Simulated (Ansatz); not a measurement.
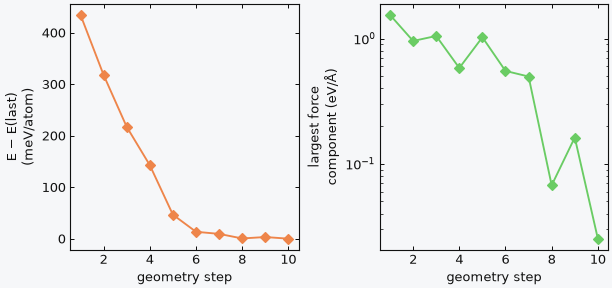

History of a geometry optimisation. Only the atoms move.

```
crystal:
  lattice:
    - [12.4, 0.0, 0.0]
    - [0.0, 13.3, 0.0]
    - [0.0, 0.0, 9.9]
  atoms:
    - { symbol: Ga, position: [0.3448014794, 0.423261166, 0.531135182], spin: 0.4 }
    - { symbol: Ga, position: [0.6588265419, 0.4188541349, 0.5241940165], spin: 0.4 }
    - { symbol: Ga, position: [0.4895263514, 0.678081405, 0.5459933699], spin: 0.4 }
    - { symbol: P, position: [0.5092782472, 0.322295376, 0.4646522883], spin: 0.4 }
    - { symbol: P, position: [0.3551169856, 0.5870268435, 0.460804484], spin: 0.4 }
    - { symbol: P, position: [0.6706123427, 0.5869393913, 0.4721324161], spin: 0.4 }
basis:
  ecutwfc: 420
  xc_grid: 2
kpoints:
  mp_grid: { grid: [1, 1, 1] }
hamiltonian:
  xc: pbe
scf:
  occupations: { method: gaussian, width: 0.05 }
  lower_state_search: "off"
  convergence: { dr2_threshold: 1.0e-11 }
output:
  forces: true
  eigenvalues: true
magnetization:
  spin_polarized: true
relax:
  adjacent_minimum: "off"
  f_tol: 0.03
  max_steps: 40
```

Run as:
```bash
ansatz run input.yaml --threads 4 --pin off --max-ram 11264MiB --backend cpu --events-out ev --progress --plain --runs-dir out
```

How did it end, and what did it gain?

The optimisation met its thresholds at geometry 10, counting the start as the first. The energy fell by about 430 meV/atom from the first step to the last. Step 9 went uphill and was rejected by the line search. The largest force component goes from about 1.5 eV/Å at the start to 0.025 eV/Å at the end.
